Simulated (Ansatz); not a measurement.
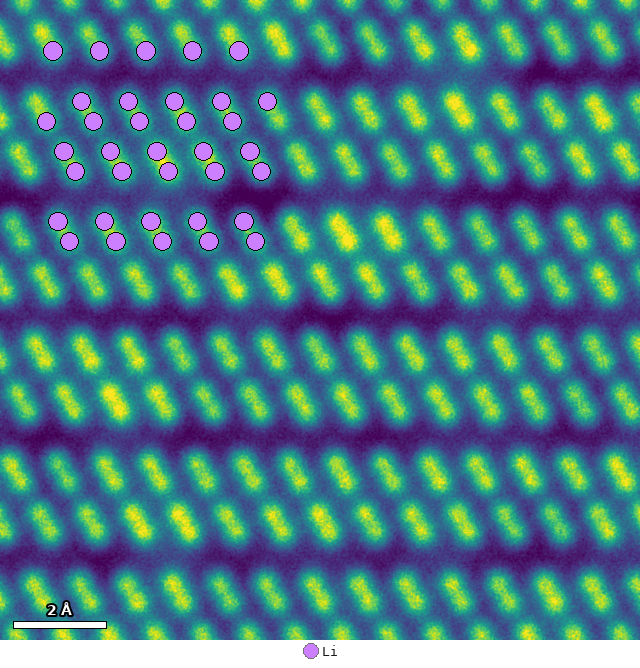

Dark-field STEM-like image of Li (R-3m, No. 166) along [101]. The image is simulated as a sum over atoms of Z^1.7, blurred by a 0.50 Å probe (no channelling). The probe carries 25 % of its weight in a tail 2.5 times as wide. Shot noise and the speckle of an amorphous layer were added. Structure used: the geometry relaxed with DFT PBE, scalar-relativistic, plane waves, PAW (Ansatz 0.2.0); the starting structure was generated, so it need not be a known form of this composition.

Coloured dots in one corner mark the columns of the model.

What can be read from this image?

The columns repeat on an oblique net of 1.02 × 2.68 Å with an angle of 101° (plane group p2). All columns are alike (Li). The shortest distance between visible columns is 0.51 Å in projection. Along the beam the structure repeats every 30.18 Å.
